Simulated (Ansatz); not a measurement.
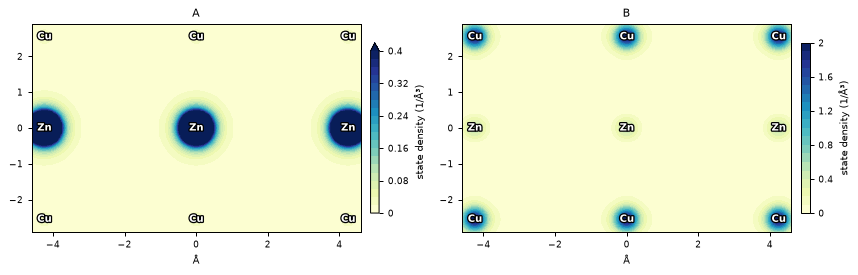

ZnCu: densities of the states in two energy windows, on the (101) plane of the conventional cell.

Space group Cmmm. The cell comes from a database of computed structures, not from a measurement.

The calculation used DFT PBE, scalar-relativistic, plane waves, PAW in Ansatz 0.2.0.

Core electrons are frozen (PAW), so the fields are smoothed inside the atomic spheres.

The windows, about the Fermi level, are −10.2 to −6.8 eV and −6.8 to −3.4 eV. Which panel shows which?

Answer. Panel A: −10.2 to −6.8 eV, the lower third of the occupied valence band, mainly Zn 3d (90 %).
Panel B: −6.8 to −3.4 eV, the middle third of the occupied valence band, mainly Cu 3d (65 %), Cu 4s (10 %) and Zn 4s (10 %).
The characters are Löwdin shares on a minimal set of atomic orbitals.

Cost of the run: 15 s on 1 thread of Arm Neoverse N1 (shared host), peak memory 0.42 GiB.
